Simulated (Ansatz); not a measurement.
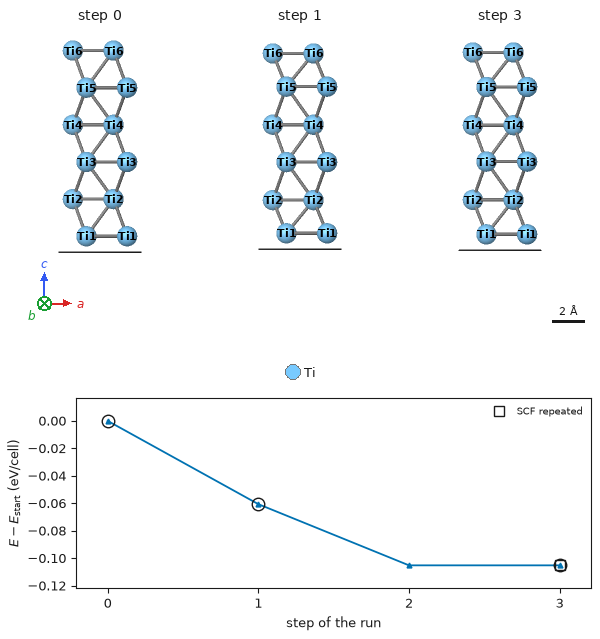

Frames of a relaxation of a slab of composition Ti (cut from the P6_3/mmc phase), marked on the history of the run. The picture is a ball-and-stick view of the 2 × 3 repeat of the cell, outlined in the plane, without the vacuum, seen along the b axis.

Case: (0 0 1) slab, atoms relaxed. The slab is the (0 0 1) face of Ti.

These are results of Ansatz 0.2.0, DFT PBE, scalar-relativistic, plane waves, PAW, not measurements.

Input
```yaml
crystal:
  lattice:
    - [2.9390512758, 0.0, 0.0]
    - [-1.4695256379, 2.5452930679, 0.0]
    - [0.0, 0.0, 26.6233947077]
  atoms:
    - { symbol: Ti, position: [0.6666666667, 0.3333333333, 0.2817071257] }
    - { symbol: Ti, position: [0.3333333333, 0.6666666667, 0.3690242754] }
    - { symbol: Ti, position: [0.6666666667, 0.3333333333, 0.4563414251] }
    - { symbol: Ti, position: [0.3333333333, 0.6666666667, 0.5436585749] }
    - { symbol: Ti, position: [0.6666666667, 0.3333333333, 0.6309757246] }
    - { symbol: Ti, position: [0.3333333333, 0.6666666667, 0.7182928743] }
basis:
  ecutwfc: 420
kpoints:
  mp_grid: { grid: [12, 12, 1] }
hamiltonian:
  xc: pbe
scf:
  occupations: { method: gaussian, width: 0.1 }
output:
  forces: true
  eigenvalues: true
relax:
  adjacent_minimum: "off"
  f_tol: 0.02
  max_steps: 60
efield:
  axis: 3
  dipole_correction: true
  ramp_width: 0.04
```

Launched with:
```bash
ansatz run input.yaml --threads 4 --pin off --max-ram 8192MiB --backend cpu --events-out ev --progress --plain --runs-dir out
```

**Describe the path.**

After 2 accepted moves (3 points after the start) the energy has fallen by 0.105 eV per cell of the calculation. The largest force component goes from 0.61 to 0.02 eV/Å. 1 step only repeated the SCF at the same geometry. The largest moves relative to the layer's centre, 0.12 Å, are those of Ti1 and Ti6. Ti1 goes along the normal (+c). The cell stays as it was. Among the contacts that change: Ti1–Ti2 2.878 → 2.747 Å, Ti2–Ti3 2.878 → 2.932 Å, Ti3–Ti4 2.878 → 2.843 Å. Cost: 8.4 s on 4 threads of Intel(R) Xeon(R) 6975P-C (Granite Rapids), on a shared host, peak memory 0.6 GiB. From step 0 to 1: Ti atoms move most (0.18 Å), energy −60.6 meV per cell of the calculation. From step 1 to 3: Ti atoms move most (0.06 Å), energy −44.6 meV per cell of the calculation.
